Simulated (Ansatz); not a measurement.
# NiSb: single-point calculation

NiSb (P1, 8 atoms in the cell), computed with DFT PBE, scalar-relativistic, plane waves, PAW, no spin polarisation (Ansatz 0.2.0).

The structure derives from an entry of the Crystallography Open Database. It belongs to a series of runs on one base structure; here: the crystal above the cut slid by 0.4 of the vector 1 a1 + 0 a2 (3.976 Å). Figures and captions count atoms from 1; the log counts them from 0 in places.

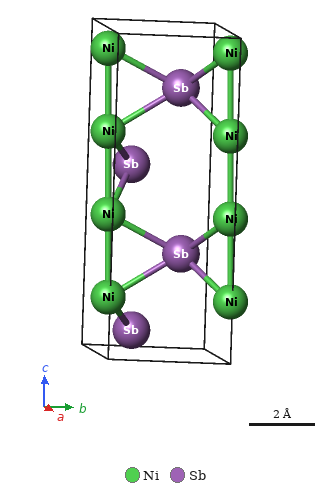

The structure (ball-and-stick view of the cell of the calculation, seen slightly off an axis).

The input:
```yaml
crystal:
  lattice:
    - [-3.9759714207, 0.0, 0.0]
    - [-1.9879857103, -3.443292255, 0.0]
    - [-1.5903885683, 0.0, 10.313757746]
  atoms:
    - { symbol: Ni, position: [-0.375, 0.0, 0.9375] }
    - { symbol: Ni, position: [-0.175, 0.0, 0.4375] }
    - { symbol: Ni, position: [-0.075, 0.0, 0.1875] }
    - { symbol: Ni, position: [-0.275, 0.0, 0.6875] }
    - { symbol: Sb, position: [0.3083333333, 0.3333333333, 0.0625] }
    - { symbol: Sb, position: [0.1083333333, 0.3333333333, 0.5625] }
    - { symbol: Sb, position: [0.5416666667, 0.6666666667, 0.3125] }
    - { symbol: Sb, position: [0.3416666667, 0.6666666667, 0.8125] }
basis:
  ecutwfc: 420
kpoints:
  mp_grid: { grid: [14, 14, 5] }
hamiltonian:
  xc: pbe
scf:
  occupations: { method: gaussian, width: 0.15 }
output:
  forces: true
  stress: true
  eigenvalues: true
```

Launched with:
```bash
ansatz run input.yaml --threads 2 --pin off --max-ram 5120MiB --backend cpu --events-out ev --progress --plain --runs-dir out
```

Log:
```
Engine: ansatz 0.2.0, aarch64-unknown-linux-gnu
Pseudopotentials: kind: paw
Pseudopotential: Ni, paw, valence charge 18, recommended cutoff 420 eV (normal), Ni.paw.azcp
Pseudopotential: Sb, paw, valence charge 15, recommended cutoff 420 eV (normal), Sb.paw.azcp
Functional definition: PBE
  parameter kappa = 0.804
  parameter beta = 0.06672455060314922
  exchange = pbe_x(kappa = kappa, mu = beta*pi^2/3)
  correlation = pbe_c(beta = beta)
Crystal: 8 atoms, lattice volume = 141.200 Å³
Basis set: ecut = 420 eV, 2789 PW (Γ), exchange–correlation on 54×54×144 points (8 copies of the dense FFT grid, shifted against one another)
Bands: 80, of which v1, the nominal top of the filled ones, is band 66 counted from 1 (65 counted from 0)
Symmetry: 1 space group operations
Space group: P1 (ITA 1), of the structure as read, at distance tolerance 5.2e-5 Å
k-points: 492 of 980 (time reversal used)
Non-local potential: Ni, projectors of the file, l = 0: 3, l = 1: 2, l = 2: 3, l = 3: 1
Non-local potential: Sb, projectors of the file, l = 0: 2, l = 1: 2, l = 2: 2, l = 3: 2
PAW form: soft (Blöchl's): semilocal exchange-correlation on the pseudo side does not see the compensation charge
PAW one-centre angular grid: Ni, 590 points (default); XC on 64 Gauss nodes
PAW one-centre angular grid: Sb, 590 points (default); XC on 64 Gauss nodes
Initial density: superposition of atomic densities (neutral atoms: chi_scale 0, normalization atom), corrected by the library's trained network
Initial wavefunctions: pseudopotential atomic-orbital guess
Functional: x = pbe(κ = 0.804, μ = 0.2195149727645171), c = pbe(β = 0.06672455060314922)
SCF iter   1: F=—  HF=-49292.627859 eV  |F-HF|=—  |Δ(HF+E_count)|=         —  Δρ=9.53e-3  dr2=2.83e-1  ethr=1.77e-3  ⟨swp⟩=6.0  Hψ=145110  notcnv=0  defer=709
preconditioner: auto → Kerker (q_TF=auto, 2.698 Å⁻¹)  [metal: Δε(μ)=0.001 eV  Ē_g=18.101 eV  σ=0.150 eV  W_gap=0.01  n_scr=46 (ndim 8)  ℏωp=31.2 eV  f_vac=0.008  D(μ)=4.53/eV (n_scr^D=36)]
SCF iter   2: F=—  HF=-49292.618712 eV  |F-HF|=—  |Δ(HF+E_count)|=   9.15e-3  Δρ=3.63e-3  dr2=9.98e-2  ethr=2.14e-4  ⟨swp⟩=1.0  Hψ=45264  notcnv=0  defer=732
SCF iter   3: F=—  HF=-49292.613646 eV  |F-HF|=—  |Δ(HF+E_count)|=   5.07e-3  Δρ=1.47e-3  dr2=1.99e-2  ethr=7.56e-5  ⟨swp⟩=1.0  Hψ=36183  notcnv=0  defer=732
SCF iter   4: F=—  HF=-49292.612397 eV  |F-HF|=—  |Δ(HF+E_count)|=   1.25e-3  Δρ=5.33e-4  dr2=1.75e-3  ethr=1.51e-5  ⟨swp⟩=1.0  Hψ=36206  notcnv=0  defer=732
SCF iter   5: F=—  HF=-49292.612235 eV  |F-HF|=—  |Δ(HF+E_count)|=   1.62e-4  Δρ=2.43e-4  dr2=1.70e-4  ethr=1.33e-6  ⟨swp⟩=1.3  Hψ=36540  notcnv=0  defer=732
SCF iter   6: F=—  HF=-49292.612226 eV  |F-HF|=—  |Δ(HF+E_count)|=   8.91e-6  Δρ=1.85e-4  dr2=7.03e-5  ethr=1.29e-7  ⟨swp⟩=2.0  Hψ=53775  notcnv=0  defer=732
SCF iter   7: F=—  HF=-49292.612250 eV  |F-HF|=—  |Δ(HF+E_count)|=   2.39e-5  Δρ=9.00e-5  dr2=9.26e-6  ethr=5.33e-8  ⟨swp⟩=2.0  Hψ=45488  notcnv=0  defer=732
SCF iter   8: F=—  HF=-49292.612250 eV  |F-HF|=—  |Δ(HF+E_count)|=   4.54e-7  Δρ=2.20e-5  dr2=9.00e-7  ethr=7.02e-9  ⟨swp⟩=2.0  Hψ=65709  notcnv=0  defer=732
SCF iter   9: F=—  HF=-49292.612250 eV  |F-HF|=—  |Δ(HF+E_count)|=   6.84e-8  Δρ=1.26e-5  dr2=1.84e-7  ethr=6.82e-10  ⟨swp⟩=2.0  Hψ=61385  notcnv=0  defer=732
SCF iter  10: F=-49292.612250 eV  HF=-49292.612250 eV  |F-HF|=2.67e-8  |Δ(HF+E_count)|=   8.82e-9  Δρ=4.25e-6  dr2=3.43e-8  ethr=7.58e-11  ⟨swp⟩=10.0  Hψ=183729  notcnv=0
SCF 1 converged in 10 iterations: F = -49292.612250 eV  dr2 = 3.43e-8
  greatest PAW one-centre occupation: 1.004 electrons in one spin orbital (limit 2), on the Ni atom at site 0 (counted from 0), in its partial waves of l = 1
```

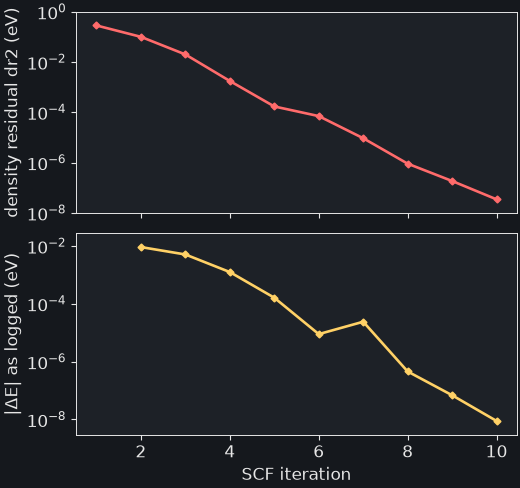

Convergence of the self-consistent field: density residual dr2 and size of the energy change against the SCF iteration. The residual falls at every step.

```
SCF converged after 10 iterations
Free energy (F): -49292.612250 eV
Harris-Foulkes:  -49292.612250 eV  (|F-HF|=2.67e-8)
Internal energy: -49292.560192 eV  (E = F + TS)
E sigma→0 (E₀):  -49292.586221 eV
Entropy (-TS):   -0.052058 eV (-6.507 meV/atom)
Fermi energy:    14.629096 eV
--- Per-component energies (eV) ---
  E_band       = -1808.750529
  E_kinetic    = 1985.256322
  E_local      = -22869.788343  (includes V_loc(G=0)·N_el)
  E_nonlocal   = 4029.519115
  E_hartree    = 10007.855412
  E_xc         = -897.504334
  E_vxc        = -828.893985  (∫ρ·V_xc dr)
  E_paw        = -24854.922895  (= ΣΔE_a)
  E_vpaw       = -4140.551134  (= ΣTr[D̂ρ^β])
  E_aug_tail   = 0.002081  (compensation charges beyond the density's cutoff)
  E_ewald      = -16692.977550
  E_smearing   = -0.052058  (= −TS)
  E_closure    = -0.000000  (closes the sum)
  Σ components = -49292.612250   (vs F -49292.612250, Δ=0.00e0)
--- Forces (eV/Å), atoms counted from 1 ---
  atom   1  Ni    -5.78645726    15.60403643   -17.73306379
  atom   2  Ni    -0.00801541     0.05665551     0.00891287
  atom   3  Ni     0.10436900     0.32098650    -0.05777803
  atom   4  Ni    -0.04634257     0.01718401    -0.15107187
  atom   5  Sb     6.01024463   -15.75026605    19.08970217
  atom   6  Sb    -0.03248312    -0.01725354     0.05012257
  atom   7  Sb     0.09420026     0.05184347    -0.08637355
  atom   8  Sb    -0.33549440    -0.28323782    -1.12041046
  max |Σ_I F_I| component: 5.15e-5 eV/Å
--- Stress (GPa, compression-positive) ---
        4.159442      -7.052042      10.554076
       -7.052042      21.366801     -21.810289
       10.554075     -21.810288      29.844465
  P = ⅓ Tr σ = 18.4569 GPa (184.569 kbar)
--- Band table (eV; the first three rows and the last of 492) ---
  k-point 0: bands = ["-88.8370", "-88.5528", "-88.5359", "-88.5122", "-49.9761", "-49.0399", "-48.9870", "-48.9863", "-48.9707", "-48.9697", "-48.9653", "-48.9614", "-48.9532", "-48.9465", "-48.9145", "-48.8761", "-15.0618", "-14.9040", "-14.8377", "-14.6816", "-14.6655", "-14.5712", "-14.5685", "-14.5587", "-14.5529", "-14.5491", "-14.5453", "-14.5438", "-14.5342", "-14.5226", "-14.5197", "-14.5195", "-14.5072", "-14.5061", "-14.5013", "-14.4988", "1.7934", "3.1126", "3.2877", "6.2929", "8.4078", "10.5973", "10.7061", "11.0263", "11.1937", "11.3239", "11.5462", "11.7544", "11.9833", "12.1187", "12.2364", "12.3236", "12.3601", "12.3804", "12.4331", "12.6080", "12.7476", "12.9569", "13.1182", "13.2405", "14.1996", "14.8612", "15.1242", "15.5335", "15.7021", "15.8436", "16.4291", "16.7126", "16.9513", "17.0327", "17.1258", "18.0224", "18.9580", "19.1290", "19.7329", "19.8708", "20.3176", "20.4664", "20.6519", "20.7362"]
  k-point 1: bands = ["-88.8370", "-88.5528", "-88.5359", "-88.5122", "-49.9761", "-49.0399", "-48.9870", "-48.9864", "-48.9709", "-48.9698", "-48.9651", "-48.9615", "-48.9532", "-48.9464", "-48.9144", "-48.8761", "-15.0618", "-14.9040", "-14.8377", "-14.6816", "-14.6655", "-14.5713", "-14.5688", "-14.5588", "-14.5526", "-14.5497", "-14.5453", "-14.5423", "-14.5339", "-14.5249", "-14.5197", "-14.5183", "-14.5071", "-14.5060", "-14.5013", "-14.4988", "1.8470", "2.7036", "3.7976", "5.9221", "8.8150", "10.5628", "10.6838", "11.0561", "11.1687", "11.2638", "11.6049", "11.7308", "11.8979", "12.0286", "12.1972", "12.2939", "12.3639", "12.4424", "12.4849", "12.5945", "12.7651", "12.8741", "13.1820", "13.2212", "14.0505", "14.6279", "15.3158", "15.5144", "15.8708", "16.1331", "16.3765", "16.7707", "16.8953", "17.0613", "17.1198", "17.9948", "18.7152", "19.0547", "19.7275", "20.0073", "20.3110", "20.3742", "20.6638", "20.7813"]
  k-point 2: bands = ["-88.8370", "-88.5528", "-88.5359", "-88.5122", "-49.9761", "-49.0398", "-48.9870", "-48.9864", "-48.9711", "-48.9699", "-48.9648", "-48.9617", "-48.9532", "-48.9463", "-48.9144", "-48.8761", "-15.0618", "-14.9040", "-14.8377", "-14.6816", "-14.6655", "-14.5715", "-14.5690", "-14.5590", "-14.5521", "-14.5506", "-14.5454", "-14.5386", "-14.5345", "-14.5276", "-14.5200", "-14.5173", "-14.5071", "-14.5058", "-14.5013", "-14.4989", "1.9965", "2.3377", "4.4694", "5.2138", "9.5850", "10.3174", "10.6699", "11.0132", "11.0673", "11.3193", "11.5365", "11.6891", "11.8161", "11.9681", "12.1775", "12.2319", "12.3655", "12.4790", "12.5666", "12.6098", "12.7466", "12.8070", "13.1569", "13.2731", "13.8730", "14.5593", "15.2280", "15.5991", "15.9539", "16.4208", "16.6754", "16.8172", "16.9273", "17.0718", "17.1632", "17.8088", "18.2234", "19.2043", "19.6016", "20.1235", "20.2157", "20.3949", "20.5793", "20.7317"]
  k-point 491: bands = ["-88.8370", "-88.5528", "-88.5359", "-88.5122", "-49.9761", "-49.0399", "-48.9872", "-48.9866", "-48.9713", "-48.9700", "-48.9648", "-48.9620", "-48.9534", "-48.9464", "-48.9145", "-48.8762", "-15.0609", "-14.9020", "-14.8374", "-14.6756", "-14.6618", "-14.5740", "-14.5708", "-14.5626", "-14.5487", "-14.5451", "-14.5422", "-14.5365", "-14.5303", "-14.5243", "-14.5184", "-14.5114", "-14.5068", "-14.5015", "-14.4946", "-14.4897", "3.7068", "4.6037", "4.9182", "5.4792", "8.3703", "8.7476", "9.1615", "9.5970", "10.7346", "11.0285", "11.3400", "11.6088", "11.6488", "11.7321", "11.8671", "12.0364", "12.2259", "12.6242", "12.6755", "12.7279", "12.7855", "12.8497", "12.8697", "12.9491", "12.9889", "13.0896", "13.2274", "13.2881", "13.6741", "14.0420", "14.5794", "15.4090", "15.7801", "16.0749", "16.9181", "17.4035", "18.1607", "18.5813", "19.0735", "19.4695", "21.0894", "22.2070", "22.5633", "23.5063"]
```

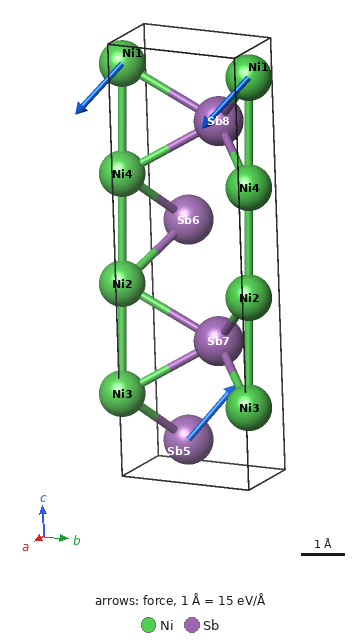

Forces on the atoms as blue arrows (ball-and-stick view of the cell of the calculation, seen slightly off an axis; atoms are numbered from 1 in the order of the input); the smallest are left out. The largest act on Sb5 (25.47 eV/Å); Ni1 (24.32 eV/Å). The geometry is not a stationary point of this energy.

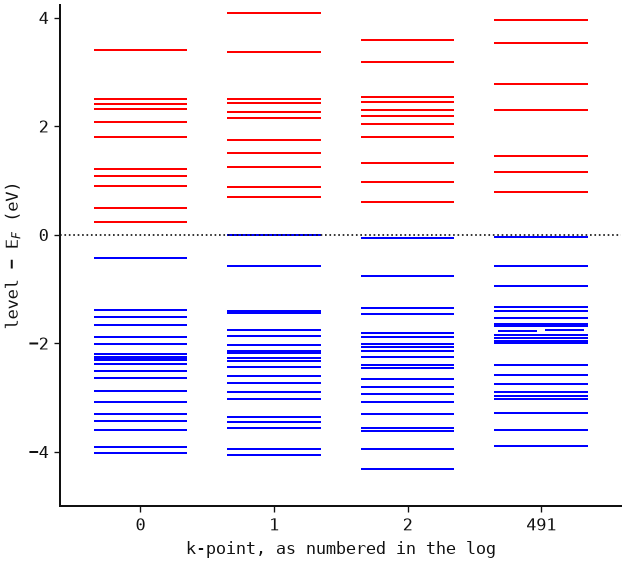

Kohn–Sham levels near the Fermi level (dotted) at the few k-points that the log prints; levels within 0.02 eV of each other stand side by side. The system is metallic on the full mesh.

Results in brief:

```csv
quantity,value
outcome,converged
space group (tolerance 0.01 Å),P1 (1)
electrons treated,132
free energy,−49292.6122 eV
Fermi energy,14.629 eV
gap on the k-point mesh,none (metallic)
pressure,18.46 GPa
largest force (length of the vector),25.468 eV/Å
hardware,"2 threads of Arm Neoverse V1, 24 GiB of memory available, shared host"
wall time,5.8 min (CPU time 12 min)
peak memory,3.3 GiB
```

Notes:

The run has no spin polarisation, so a magnetic state may lie lower.
